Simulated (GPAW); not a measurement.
# CdI2: optical spectrum from first principles, part 2 of 2

Aim: the dielectric function of CdI2, and the optical constants that follow from it. The cell comes from an older database entry, whose edges can differ from later determinations, mostly by under a per cent.

GPAW 26.7.0; DFT, PBE, plane-wave PAW (GPAW data sets), scalar-relativistic, RPA, optical limit.

So far. Step 2 (Ground state): There is a gap, 2.40 eV on this mesh (points off the mesh can give less), so no carriers' term is needed.

### Step 4. Dielectric function, RPA (continued)

The Re ε by photon energy:

| photon energy (eV) | E ∥ x | E ∥ z |
| --- | --- | --- |
| 0 | 5.16 | 4.34 |
| 2 | 5.98 | 5.00 |
| 4 | 6.34 | 3.68 |
| 6 | -0.691 | 4.36 |
| 8 | 0.247 | 0.911 |
| 10 | -0.551 | -0.970 |
| 12 | -0.0609 | -0.401 |
| 14 | 0.160 | 0.0305 |
| 16 | 0.196 | 0.0854 |
| 18 | 0.395 | 0.380 |
| 20 | 0.507 | 0.492 |

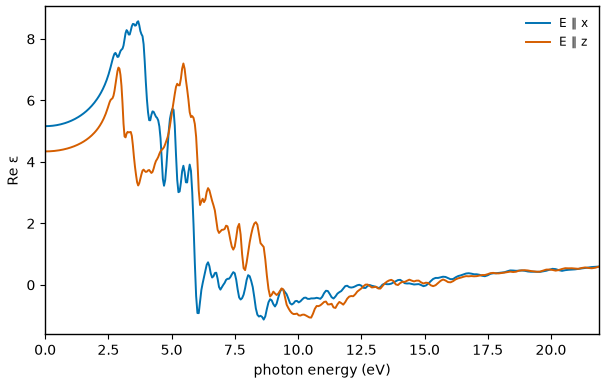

Re ε, plotted against photon energy.

The refractive index n and extinction k by photon energy:

| photon energy (eV) | n, E ∥ x | k, E ∥ x | n, E ∥ z | k, E ∥ z |
| --- | --- | --- | --- | --- |
| 0 | 2.27 | 0 | 2.08 | 0 |
| 2 | 2.45 | 0.0230 | 2.24 | 0.0220 |
| 4 | 2.78 | 1.19 | 1.98 | 0.480 |
| 6 | 1.86 | 2.04 | 2.48 | 1.35 |
| 8 | 1.36 | 1.26 | 1.48 | 1.13 |
| 10 | 0.882 | 1.15 | 1.03 | 1.43 |
| 12 | 0.765 | 0.804 | 0.631 | 0.894 |
| 14 | 0.739 | 0.622 | 0.683 | 0.660 |
| 16 | 0.650 | 0.477 | 0.594 | 0.517 |
| 18 | 0.705 | 0.318 | 0.698 | 0.329 |
| 20 | 0.754 | 0.249 | 0.753 | 0.273 |

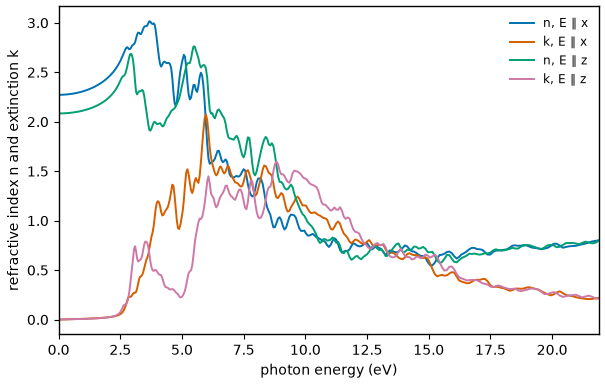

Refractive index n and extinction k against photon energy.

The loss function −Im 1/ε at q → 0 has structure finer than the step of the table below, so its rows give means over 1 eV, whole bins alone (the curve runs from 0 to 21.9 eV). Peaks (eV: height): E ∥ x 15.2: 1.80, 16.1: 1.65, 17.4: 1.51; E ∥ z 13.4: 1.15, 15.5: 1.61, 16.1: 1.78.

Values under the direct gap are tails of Lorentzian lines. Table of loss function −Im 1/ε at q → 0 by energy loss; means over each step:

| energy loss (eV) | E ∥ x | E ∥ z |
| --- | --- | --- |
| 1 | 0.00126 | 0.00139 |
| 2 | 0.00339 | 0.00457 |
| 3 | 0.0229 | 0.0567 |
| 4 | 0.0720 | 0.108 |
| 5 | 0.111 | 0.0486 |
| 6 | 0.150 | 0.114 |
| 7 | 0.228 | 0.182 |
| 8 | 0.260 | 0.221 |
| 9 | 0.382 | 0.231 |
| 10 | 0.461 | 0.308 |
| 11 | 0.623 | 0.482 |
| 12 | 0.838 | 0.770 |
| 13 | 0.955 | 0.989 |
| 14 | 1.09 | 1.06 |
| 15 | 1.45 | 1.17 |
| 16 | 1.47 | 1.59 |
| 17 | 1.33 | 1.47 |
| 18 | 1.24 | 1.26 |
| 19 | 1.12 | 1.11 |
| 20 | 1.04 | 1.02 |
| 21 | 0.898 | 0.861 |

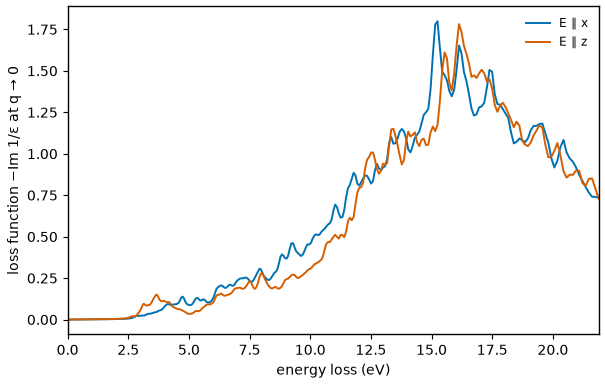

Loss function −Im 1/ε at q → 0, plotted against energy loss.

The Im ε, E ∥ x has structure finer than the step of the table below, so its rows give means over 2 eV, whole bins alone (the curve runs from 0 to 21.9 eV). Peaks (eV: height): without local fields 3.9: 8.72, 5.2: 9.05, 5.8: 10.2; with local fields 4.0: 6.68, 4.6: 6.66, 5.2: 7.56, 5.9: 9.04.

Values under the direct gap are tails of Lorentzian lines. Table of Im ε, E ∥ x by photon energy; means over each step:

| photon energy (eV) | without local fields | with local fields |
| --- | --- | --- |
| 2 | 0.338 | 0.295 |
| 4 | 5.75 | 4.60 |
| 6 | 7.24 | 6.07 |
| 8 | 4.57 | 3.59 |
| 10 | 2.26 | 2.02 |
| 12 | 1.23 | 1.23 |
| 14 | 0.941 | 0.900 |
| 16 | 0.519 | 0.566 |
| 18 | 0.412 | 0.478 |
| 20 | 0.310 | 0.401 |

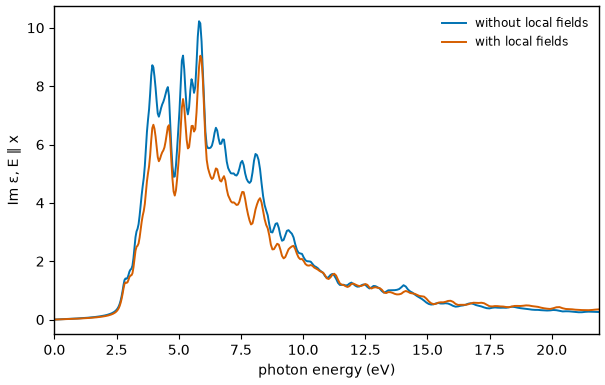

Im ε, E ∥ x against photon energy.

Optical constants at common wavelengths, from n + ik = √ε:

| wavelength (nm) | n x | k x | R (%) x | 1/α x | n z | k z | R (%) z | 1/α z |
| --- | --- | --- | --- | --- | --- | --- | --- | --- |
| 1550 | 2.29 | 0.006 | 15.4 | 21 µm | 2.10 | 0.005 | 12.6 | 25 µm |
| 800 | 2.37 | 0.014 | 16.5 | 4.6 µm | 2.16 | 0.012 | 13.5 | 5.2 µm |
| 532 | 2.54 | 0.037 | 19.0 | 1.1 µm | 2.33 | 0.042 | 16.0 | 1.0 µm |
| 450 | 2.75 | 0.172 | 21.9 | 208 nm | 2.53 | 0.165 | 19.0 | 218 nm |
| 405 | 2.79 | 0.271 | 22.7 | 119 nm | 2.52 | 0.714 | 21.9 | 45 nm |
| 308 | 2.73 | 1.197 | 28.8 | 20 nm | 1.98 | 0.469 | 12.9 | 52 nm |
| 248 | 2.60 | 1.052 | 26.0 | 19 nm | 2.36 | 0.232 | 16.8 | 85 nm |

Below the direct gap, k and the depth come from the tails of the Lorentzian lines, not from transitions.

Rows near the edge hang on the gap, which this functional as a rule makes too small, and phonon-assisted absorption is left out.

At 1064 nm the birefringence n(z) − n(x) is -0.197: the crystal is uniaxial negative at this level.

### Step 5. Summary of results

```json
{
 "electronic dielectric constant ε∞, mean over x, y and z (by symmetry where fewer were run) (RPA)": "4.89",
 "main peak of Im epsilon, first axis": "5.88 eV",
 "centre of weight of the strongest loss peak in the window, first axis": "16.6 eV"
}
```

What this shows: At this level (PBE, RPA) CdI2 has a mean ε∞ = 4.89 and n = 2.29 at 1550 nm (E ∥ x), and Im ε peaks at 5.9 eV (E ∥ x). On the mesh the gap is 2.36 eV and the least direct gap 2.64 eV, so on this mesh the band edges lie at different points. Local fields change the static value along x from 5.96 to 5.16 (-13 %). Distinct maxima of Im ε, read by a parabola through the highest points, lie at 3.98 eV (6.7), 4.59 eV (6.7), 5.17 eV (7.6) and 5.88 eV (9.1) for E ∥ x. The static values by axis are 5.16 (x), 4.34 (z). At 1064 nm the birefringence n(z) − n(x) is -0.197: the crystal is uniaxial negative at this level. Excitons and phonon-assisted transitions are missing; PBE gaps are as a rule too small, which pulls the onset down and ε∞ up. Spin-orbit coupling is left out although heavy atoms are present. The sum runs over mesh points, so small or evenly spaced maxima can still be ripples of the mesh. In this version of GPAW the matrix elements of the optical limit are incomplete, which can lower ε − 1 by up to a tenth where first-row anions or d states rule, and shift it by more in d metals.

[Machine, clock and banner lines and Python warnings are left out of the logs.]

[Logs are printed without paths, hosts, clocks, repeated set-up lines and the standing remarks that a program may print on its own settings, such as how far it seeks lower states.]

[Hosts, paths, dates, database ids (printed as entryN), source tags and the programs' standing remarks are cut or masked in the printed files.]
